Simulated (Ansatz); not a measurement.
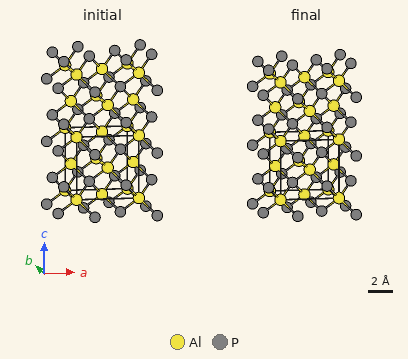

The structure of a crystal of AlP (set up in F-43m) before (left) and after (right) a relaxation, at one scale.

The picture is a ball-and-stick view of the conventional cell (4 times the calculation's cell), repeated 1 × 1 × 2 with one cell outlined, seen slightly off an axis. Lengths and directions refer to the drawn axes.

Case: relaxed at 25 GPa.

The calculation used DFT PBEsol, scalar-relativistic, plane waves, PAW in Ansatz.

Input file:
```yaml
crystal:
  lattice:
    - [0.0, 2.7351727429, 2.7351727429]
    - [2.7351727429, 0.0, 2.7351727429]
    - [2.7351727429, 2.7351727429, 0.0]
  atoms:
    - { symbol: Al, position: [0.0, 0.0, 0.0] }
    - { symbol: P, position: [0.75, 0.75, 0.75] }
basis:
  ecutwfc: 420
kpoints:
  mp_grid: { grid: [8, 8, 8] }
hamiltonian:
  xc: pbesol
scf:
  occupations: { method: fixed }
output:
  forces: true
  stress: true
  eigenvalues: true
relax:
  adjacent_minimum: "off"
  f_tol: 0.001
  max_steps: 60
  cell: { stress_tol: 0.02, p_target: 25.0 }
```

Command:
```bash
ansatz run input.yaml --threads 1 --pin off --max-ram 3072MiB --backend cpu --events-out ev --progress --plain --runs-dir out
```

Q: Summarise the run.

A: The atoms keep their places relative to the cell (all moves are under 0.005 Å). The drawn cell changes as follows: a = b = c 5.470 → 5.127 Å (−6.3 %); the volume changes by −17.7 %. Some distances before and after: Al1–P2 2.369 → 2.220 Å. The space group stays F-43m (No. 216). Over 5 accepted moves (7 points after the start) the energy rises by 240 meV per atom. With the target pressure of 25 GPa, the enthalpy E + pV changes by −324 meV per atom. All forces vanish by symmetry, so only the cell relaxes. Pressure: 0.01 GPa at the start and 25.00 GPa at the end. At 2 points the geometry stayed and the basis and grid were re-selected for the new cell (energy shift of 0.3 meV per atom at most each time). Cost: 3.8 s on 1 thread of AMD EPYC 9R45 96-Core Processor (Zen 5) (shared host), peak memory 0.35 GiB.
